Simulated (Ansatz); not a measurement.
**Geometry relaxation, with input and output: Ga2O3 (part 3 of 3)**

Continued. System: Ga2O3 (P1, 10 atoms in the cell). Method: DFT, PBEsol, plane waves, PAW, no spin polarisation (Ansatz 0.2.0); cutoff 420 eV, 6×6×4 k-mesh, Fermi–Dirac smearing of 0.05 eV. The structure was built on a prototype by a generator.

Geometry of the input (Å; fractional positions):
```
2.9784  -0.0225  -0.0104
-3.0173  5.2061  0.0456
-0.0241  0.0472  6.8317
Ga 0.6509  0.1723  0.7893
Ga 0.3466  0.3127  0.2082
O  0.6778  0.1713  0.3024
O  0.3445  0.3397  0.6858
O  0.0398  0.0229  -0.0086
Ga 0.6610  0.6756  0.7850
Ga 0.3426  0.8337  0.2065
O  0.6905  0.6649  0.3018
O  0.3549  0.8168  0.7038
O  0.0162  0.5101  -0.0091
```

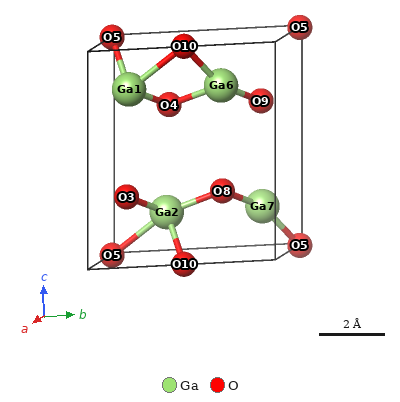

**Figure 1.** The geometry at step 10 of the log (ball-and-stick view of the cell of the calculation, seen slightly off an axis; atoms are numbered from 1 in the order of the input).

Trajectory as extended XYZ, continued:
```
10
Lattice="3.0069 -0.0188 0.0206 -3.0397 5.1945 -0.0409 0.0464 -0.0258 6.8812" Properties=species:S:1:pos:R:3:forces:R:3 step=3 energy=-18340.29946 pressure_GPa=-0.46
Ga    1.5145    0.8474    5.4752   -0.0479  -0.0068   0.0132
Ga    0.0672    1.6991    1.3766    0.0303  -0.0061   0.0469
O     1.5636    0.8351    2.1188    0.0019   0.0172  -0.0917
O     0.0194    1.7062    4.7227    0.0214  -0.0159   0.0061
O     0.1029    0.0642   -0.0155    0.0446   0.0176  -0.0263
Ga    0.0253    3.4368    5.4248   -0.0183   0.0125   0.1293
Ga   -1.4855    4.2974    1.3333   -0.0799  -0.0280   0.0756
O     0.0071    3.4379    2.0914    0.0430   0.0110  -0.0809
O    -1.4686    4.3148    4.7046    0.0370  -0.0236  -0.0003
O    -1.4981    2.6603   -0.0462   -0.0319   0.0221  -0.0715
10
Lattice="3.0077 -0.0138 0.0163 -3.0318 5.2026 -0.0335 0.0365 -0.0217 6.8771" Properties=species:S:1:pos:R:3:forces:R:3 step=4 energy=-18340.30991 pressure_GPa=-0.59
Ga    1.5045    0.8448    5.4559   -0.0854  -0.0152   0.1051
Ga    0.0906    1.7027    1.3822    0.0446  -0.0368  -0.0631
O     1.5880    0.8367    2.1161    0.0082   0.0624  -0.0220
O     0.0047    1.7100    4.7198   -0.0190  -0.0255  -0.0310
O     0.1550    0.0855   -0.0156    0.0709   0.0082  -0.0052
Ga    0.0424    3.4395    5.4255    0.0644   0.0011   0.2325
Ga   -1.5168    4.3062    1.3473   -0.0706  -0.0587  -0.0576
O    -0.0189    3.4427    2.0909    0.0261   0.0350  -0.0189
O    -1.4510    4.3172    4.7057    0.0501  -0.0123  -0.0488
O    -1.5509    2.6867   -0.0429   -0.0893   0.0418  -0.0911
10
Lattice="3.0072 -0.0130 0.0127 -3.0299 5.1962 -0.0196 0.0285 -0.0084 6.8959" Properties=species:S:1:pos:R:3:forces:R:3 step=5 energy=-18340.31391 pressure_GPa=0.01
Ga    1.4922    0.8566    5.4827   -0.0595  -0.0053  -0.0511
Ga    0.0935    1.7010    1.3756    0.0390  -0.0414   0.0564
O     1.5917    0.8371    2.1072    0.0074   0.0420  -0.0106
O    -0.0084    1.7228    4.7496   -0.0099  -0.0283  -0.0287
O     0.1562    0.0844   -0.0151    0.0693  -0.0061   0.0013
Ga    0.0383    3.4494    5.4656    0.0636  -0.0041   0.0757
Ga   -1.5162    4.3002    1.3497   -0.0557  -0.0166   0.0554
O    -0.0169    3.4383    2.0900    0.0095   0.0234  -0.0116
O    -1.4550    4.3246    4.7418    0.0346   0.0111  -0.0473
O    -1.5534    2.6848   -0.0395   -0.0984   0.0253  -0.0398
10
Lattice="3.0042 -0.0121 0.0093 -3.0254 5.1907 -0.0079 0.0208 0.0024 6.9034" Properties=species:S:1:pos:R:3:forces:R:3 step=6 energy=-18340.31761 pressure_GPa=0.27
Ga    1.4779    0.8666    5.4855   -0.0430  -0.0115  -0.0834
Ga    0.0975    1.6981    1.3795    0.0450  -0.0276   0.0479
O     1.5951    0.8368    2.1096    0.0052   0.0158  -0.0130
O    -0.0218    1.7342    4.7553   -0.0048  -0.0277   0.0044
O     0.1616    0.0842   -0.0145    0.0750  -0.0060   0.0129
Ga    0.0358    3.4575    5.4843    0.0593  -0.0044   0.0239
Ga   -1.5154    4.2951    1.3613   -0.0453   0.0114   0.0417
O    -0.0158    3.4335    2.0979   -0.0100   0.0103  -0.0183
O    -1.4566    4.3309    4.7537    0.0227   0.0214  -0.0134
O    -1.5588    2.6841   -0.0362   -0.1039   0.0180  -0.0032
10
Lattice="3.0202 -0.0113 0.0078 -3.0399 5.2138 0.0093 0.0172 0.0236 6.8459" Properties=species:S:1:pos:R:3:forces:R:3 step=7 energy=-18340.34547 pressure_GPa=0.61
Ga    1.4297    0.8731    5.3671   -0.0093   0.0179   0.0814
Ga    0.1582    1.7067    1.3981    0.0744   0.1110  -0.1820
O     1.6631    0.8593    2.1105    0.0348  -0.0635   0.1307
O    -0.0797    1.7584    4.7041   -0.0168   0.0375   0.0092
O     0.3076    0.0858   -0.0023   -0.0400  -0.0378  -0.0044
Ga    0.0805    3.4861    5.4722   -0.0678   0.0500  -0.1367
Ga   -1.5721    4.3263    1.3965   -0.0077   0.0463  -0.1687
O    -0.0636    3.4585    2.0924   -0.0924  -0.0181   0.1377
O    -1.4161    4.3489    4.7084    0.0519  -0.0642   0.0376
O    -1.7220    2.7104   -0.0272    0.0730  -0.0790   0.0952
10
Lattice="3.0167 -0.0140 0.0280 -3.0408 5.2231 -0.0202 0.0637 0.0115 6.8966" Properties=species:S:1:pos:R:3:forces:R:3 step=8 energy=-18340.34606 pressure_GPa=0.27
Ga    1.4804    0.8534    5.4247   -0.0091  -0.0014   0.1088
Ga    0.1515    1.7203    1.3975    0.0539   0.0736  -0.1177
O     1.6490    0.8638    2.1204    0.0398  -0.0280   0.1033
O    -0.0220    1.7429    4.7525   -0.0337   0.0226  -0.0229
O     0.3019    0.0784   -0.0027   -0.0186  -0.0067  -0.0263
Ga    0.1336    3.4729    5.5105   -0.0498   0.0422  -0.0488
Ga   -1.5815    4.3396    1.3719   -0.0222   0.0494  -0.1243
O    -0.0825    3.4729    2.0922   -0.0363  -0.0364   0.1007
O    -1.3561    4.3368    4.7413    0.0350  -0.0387   0.0079
O    -1.7226    2.7150   -0.0373    0.0411  -0.0765   0.0196
10
Lattice="3.0227 -0.0041 0.0033 -3.0300 5.2094 0.0117 0.0073 0.0206 6.8843" Properties=species:S:1:pos:R:3:forces:R:3 step=9 energy=-18340.35499 pressure_GPa=0.09
Ga    1.4391    0.8975    5.4489    0.0044   0.0034   0.0046
Ga    0.1434    1.7339    1.3912   -0.0011   0.0120   0.0002
O     1.6554    0.8741    2.1005   -0.0036  -0.0057   0.0019
O    -0.0744    1.7614    4.7471    0.0029   0.0102  -0.0088
O     0.2908    0.0245   -0.0188    0.0009  -0.0070  -0.0068
Ga    0.1260    3.5029    5.4684    0.0051  -0.0113  -0.0063
Ga   -1.5848    4.3400    1.3907    0.0058   0.0037   0.0053
O    -0.0779    3.4787    2.1025    0.0046  -0.0009   0.0094
O    -1.3782    4.3642    4.7539   -0.0104   0.0045  -0.0059
O    -1.7380    2.6337   -0.0200   -0.0085  -0.0085   0.0062
10
Lattice="3.0219 -0.0031 0.0001 -3.0274 5.2099 0.0187 0.0000 0.0255 6.8953" Properties=species:S:1:pos:R:3:forces:R:3 step=10 energy=-18340.35450 pressure_GPa=-0.02
Ga    1.4336    0.9054    5.4624    0.0001  -0.0036   0.0004
Ga    0.1392    1.7404    1.3935    0.0000   0.0010  -0.0020
O     1.6527    0.8778    2.0994    0.0016   0.0012  -0.0020
O    -0.0802    1.7687    4.7576   -0.0025  -0.0009   0.0027
O     0.2904    0.0120   -0.0226   -0.0009  -0.0008   0.0009
Ga    0.1250    3.5105    5.4779    0.0017   0.0036  -0.0022
Ga   -1.5825    4.3453    1.3983    0.0005   0.0004  -0.0023
O    -0.0756    3.4834    2.1083   -0.0010   0.0004  -0.0003
O    -1.3813    4.3725    4.7671    0.0007   0.0016   0.0037
O    -1.7399    2.6207   -0.0154   -0.0002  -0.0027   0.0010
10
Lattice="3.0219 -0.0031 0.0001 -3.0274 5.2099 0.0187 0.0000 0.0255 6.8953" Properties=species:S:1:pos:R:3:forces:R:3 step=11 energy=-18340.37217 pressure_GPa=0.23
Ga    1.4336    0.9054    5.4624   -0.0005  -0.0040   0.0007
Ga    0.1392    1.7404    1.3935    0.0006   0.0014  -0.0023
O     1.6527    0.8778    2.0994    0.0008   0.0005  -0.0017
O    -0.0802    1.7687    4.7576   -0.0017  -0.0002   0.0025
O     0.2904    0.0120   -0.0226   -0.0005  -0.0007   0.0013
Ga    0.1250    3.5105    5.4779    0.0014   0.0031  -0.0018
Ga   -1.5825    4.3453    1.3983    0.0007   0.0008  -0.0027
O    -0.0756    3.4834    2.1083   -0.0018  -0.0005   0.0001
O    -1.3813    4.3725    4.7671    0.0015   0.0025   0.0033
O    -1.7399    2.6207   -0.0154   -0.0006  -0.0028   0.0007
10
Lattice="3.0240 -0.0010 0.0008 -3.0258 5.2056 0.0141 0.0016 0.0199 6.9364" Properties=species:S:1:pos:R:3:forces:R:3 step=12 energy=-18340.36956 pressure_GPa=0.05
Ga    1.4383    0.9032    5.5044   -0.0020  -0.0009   0.0003
Ga    0.1378    1.7389    1.3915    0.0020  -0.0004   0.0002
O     1.6531    0.8791    2.1000   -0.0044  -0.0012  -0.0033
O    -0.0770    1.7630    4.7961    0.0043   0.0014   0.0028
O     0.2923    0.0101   -0.0234    0.0013   0.0000   0.0001
Ga    0.1342    3.5060    5.5139    0.0029   0.0001  -0.0009
Ga   -1.5843    4.3417    1.3963   -0.0032   0.0011   0.0004
O    -0.0765    3.4821    2.1067    0.0044  -0.0008  -0.0029
O    -1.3735    4.3655    4.8034   -0.0040   0.0011   0.0031
O    -1.7417    2.6142   -0.0177   -0.0014  -0.0005   0.0001
10
Lattice="3.0247 -0.0006 0.0006 -3.0260 5.2046 0.0131 0.0012 0.0183 6.9487" Properties=species:S:1:pos:R:3:forces:R:3 step=13 energy=-18340.36852 pressure_GPa=-0.00
Ga    1.4392    0.9029    5.5170   -0.0005   0.0004   0.0002
Ga    0.1372    1.7377    1.3906    0.0006  -0.0003  -0.0003
O     1.6528    0.8787    2.0996   -0.0002   0.0001  -0.0007
O    -0.0764    1.7619    4.8081    0.0001  -0.0001   0.0006
O     0.2928    0.0100   -0.0237    0.0001   0.0002   0.0000
Ga    0.1356    3.5051    5.5248    0.0007   0.0003   0.0002
Ga   -1.5852    4.3400    1.3959   -0.0006  -0.0005  -0.0003
O    -0.0767    3.4811    2.1059   -0.0001   0.0002  -0.0006
O    -1.3729    4.3640    4.8148    0.0000   0.0000   0.0007
O    -1.7424    2.6130   -0.0180   -0.0001  -0.0003   0.0000
10
Lattice="3.0247 -0.0006 0.0006 -3.0260 5.2046 0.0131 0.0012 0.0183 6.9487" Properties=species:S:1:pos:R:3:forces:R:3 step=14 energy=-18340.37332 pressure_GPa=0.03
Ga    1.4392    0.9029    5.5170   -0.0006   0.0003   0.0001
Ga    0.1372    1.7377    1.3906    0.0006  -0.0002  -0.0002
O     1.6528    0.8787    2.0996   -0.0004   0.0000  -0.0010
O    -0.0764    1.7619    4.8081    0.0003   0.0000   0.0010
O     0.2928    0.0100   -0.0237    0.0002   0.0003   0.0001
Ga    0.1356    3.5051    5.5248    0.0006   0.0003   0.0001
Ga   -1.5852    4.3400    1.3959   -0.0006  -0.0004  -0.0001
O    -0.0767    3.4811    2.1059   -0.0001   0.0001  -0.0009
O    -1.3729    4.3640    4.8148    0.0000   0.0001   0.0010
O    -1.7424    2.6130   -0.0180   -0.0002  -0.0003  -0.0001
10
Lattice="3.0247 -0.0002 0.0004 -3.0253 5.2022 0.0115 0.0008 0.0158 6.9668" Properties=species:S:1:pos:R:3:forces:R:3 step=15 energy=-18340.37217 pressure_GPa=0.01
Ga    1.4396    0.9015    5.5349    0.0001  -0.0002  -0.0039
Ga    0.1367    1.7358    1.3897   -0.0002   0.0001   0.0040
O     1.6523    0.8778    2.1000    0.0003   0.0000  -0.0041
O    -0.0760    1.7594    4.8245   -0.0002   0.0000   0.0041
O     0.2921    0.0102   -0.0240    0.0012   0.0000   0.0000
Ga    0.1362    3.5025    5.5413    0.0000  -0.0001  -0.0040
Ga   -1.5853    4.3370    1.3947    0.0000   0.0002   0.0040
O    -0.0765    3.4790    2.1056   -0.0003   0.0000  -0.0041
O    -1.3725    4.3605    4.8304    0.0003   0.0000   0.0041
O    -1.7414    2.6116   -0.0187   -0.0012  -0.0001   0.0000
10
Lattice="3.0247 -0.0002 0.0004 -3.0253 5.2022 0.0115 0.0008 0.0158 6.9668" Properties=species:S:1:pos:R:3:forces:R:3 step=16 energy=-18340.37354 pressure_GPa=0.01
Ga    1.4396    0.9015    5.5349    0.0001  -0.0003  -0.0040
Ga    0.1367    1.7358    1.3897   -0.0002   0.0002   0.0040
O     1.6523    0.8778    2.1000    0.0002   0.0000  -0.0042
O    -0.0760    1.7594    4.8245   -0.0002   0.0001   0.0042
O     0.2921    0.0102   -0.0240    0.0012   0.0000   0.0000
Ga    0.1362    3.5025    5.5413    0.0000  -0.0002  -0.0040
Ga   -1.5853    4.3370    1.3947    0.0000   0.0003   0.0040
O    -0.0765    3.4790    2.1056   -0.0003  -0.0001  -0.0042
O    -1.3725    4.3605    4.8304    0.0003   0.0001   0.0042
O    -1.7414    2.6116   -0.0187   -0.0012  -0.0001   0.0000
```

Summary:

- outcome: converged
- space group (tolerance 0.01 Å): P1 (1) → P2/c (13)
- electrons treated: 88
- free energy: −18340.3735 eV
- Fermi energy: 8.509 eV
- pressure: 0.01 GPa
- final volume: 109.62 Å³
- largest force (length of the vector) at the end: 0.004 eV/Å
- final cell: a = 3.025 Å, b = 6.018 Å, c = 6.967 Å, α = 89.78°, β = 89.99°, γ = 120.18°
- hardware: 2 threads of Arm Neoverse N1, 60 GiB of memory available, shared host
- wall time: 10 min (CPU time 20 min)
- peak memory: 0.65 GiB
